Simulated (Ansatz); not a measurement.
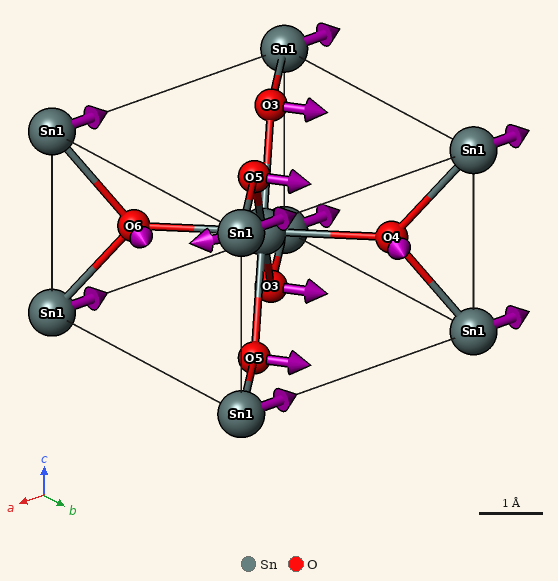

Normal modes of crystalline SnO$_{2}$, space group P4₂/mnm (No. 136), at the zone centre. The optical levels lie at 119, 151, 241 (×2), 284 (×2), 372, 460, 466 (×2), 563, 598 (×2), 625, 764 cm⁻¹. One mode is drawn. Displacements are drawn as purple arrows; their common scale and sign are arbitrary. A ball-and-stick model of the cell of the calculation, seen from a free direction.

The calculation used DFT r2SCAN, scalar-relativistic, plane waves, PAW in Ansatz. Set-up: plane-wave cutoff 500 eV; k-point mesh 6 × 6 × 8; occupations gaussian; smearing width 0.05 eV; no spin polarisation.

Frequencies are those without the non-analytic (LO–TO) term.

Which of these frequencies is the drawn mode's?

The level at 284 cm⁻¹. This is the E_u mode (doubly degenerate; one member of the set is drawn), optical level 4 of 11, counted from below, infrared-active by symmetry. The kinetic energy is shared as Sn 88 %, O 12 %.
